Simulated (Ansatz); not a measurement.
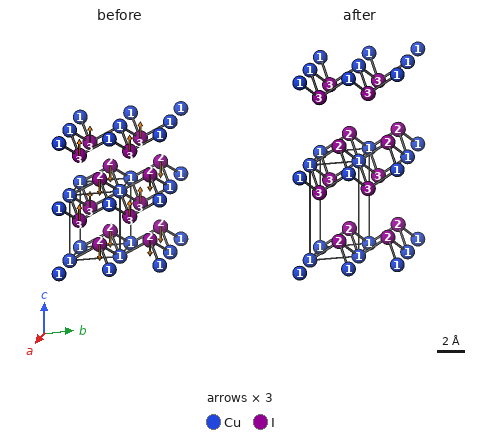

The structure of solid CuI2 (a generated structure, set up in P-3m1) (coarse preliminary run) before (left) and after (right) a relaxation, at one scale. The orange arrows give the displacements (the part carried along by the change of the cell is left out), magnified 3 times.

A ball-and-stick model of the cell of the calculation, repeated 2 × 2 × 2 with one cell outlined, seen slightly off an axis.

Case: Te → I on all its sites, cell and atoms relaxed.

The calculation used DFT PBE, scalar-relativistic, plane waves, PAW (Ansatz).

The input:
```yaml
crystal:
  lattice:
    - [4.0424216829, 0.0, 0.0]
    - [-2.0212108414, 3.5008398702, 0.0]
    - [0.0, 0.0, 5.1388201285]
  atoms:
    - { symbol: Cu, position: [0.0, 0.0, 0.0] }
    - { symbol: I, position: [0.3333333333, 0.6666666667, 0.2727590226] }
    - { symbol: I, position: [0.6666666667, 0.3333333333, 0.7272409774] }
basis:
  ecutwfc: 420
kpoints:
  mp_grid: { grid: [6, 6, 4] }
hamiltonian:
  xc: pbe
scf:
  occupations: { method: gaussian, width: 0.1 }
output:
  forces: true
  stress: true
  eigenvalues: true
relax:
  adjacent_minimum: "off"
  f_tol: 0.05
  max_steps: 60
  cell: { stress_tol: 0.5 }
```

> Describe what moved and what it gained.

The largest moves relative to the cell, 0.44 Å, are those of I2 and I3. I3 goes along +c. Cu stays in place. The volume changes by +37.1 %, with a = b 4.042 → 3.920 Å (−3.0 %), c 5.139 → 7.494 Å (+45.8 %). Near-neighbour distances that change, for instance: I2–I3 3.302 → 4.850 Å, Cu1–I2 2.722 → 2.773 Å. Bond angles that change, for instance: I2–Cu1–I2 95.9° → 90.0°, I2–Cu1–I3 84.1° → 90.0°, Cu1–I2–Cu1 95.9° → 90.0°. The space group stays P-3m1 (No. 164). After 13 accepted moves (16 points after the start) the energy has fallen by 184 meV per atom. The largest force component goes from 0.28 to 0.0068 eV/Å. Pressure: 8.52 GPa at the start and 0.11 GPa at the end. At 3 points the geometry stayed and the basis and grid were re-selected for the new cell (energy shift of 7.8 meV per atom at most each time). The run took of the order of 70 core-seconds on a shared host.

Limits of the set-up: an odd number of electrons was run without spin polarisation, which fails if the electron would localise.
